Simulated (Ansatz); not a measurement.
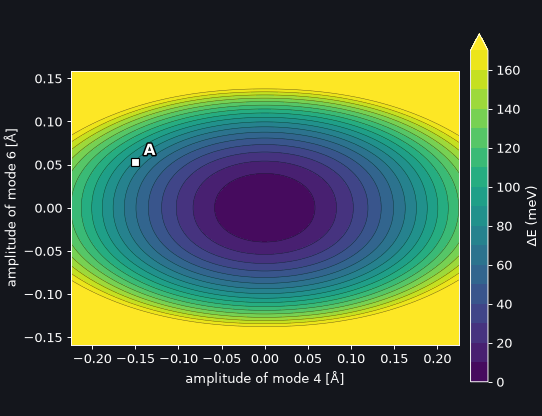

Ti (P6_3/mmc, No. 194; 2 atoms in the cell). 
- The energy is mapped over two normal modes frozen in (zone-centre modes of the 2-atom cell of this scan).
- First axis: amplitude of mode 4 (130 cm⁻¹), largest displacement. Second axis: amplitude of mode 6 (183 cm⁻¹), largest displacement.
- Nothing is relaxed (the cell and all other modes fixed).
- Grid: 7 × 7 points; 16 points were computed and 33 follow by symmetry.
- Points are written as (first, second).
- All energies are given in meV per cell relative to the lowest grid point.
- The calculation used DFT PBE, scalar-relativistic, plane waves, PAW in Ansatz. Settings: cutoff 520 eV, k-mesh 18×18×10 in the order of the run's cell vectors, gaussian smearing 0.15 eV, no spin polarisation.

The picture shows filled contours, one colour for all values above the top of the scale, the point A. Between grid points the surface is interpolated.

> Which way does the force act at A, and how strong is it?

A, at (−0.150 Å, 0.053 Å), is not a stationary point. The computed force is 710 meV for each Å towards larger values of the first coordinate and 750 meV for each Å towards smaller values of the second coordinate.

PAW datasets: the set soft_1.
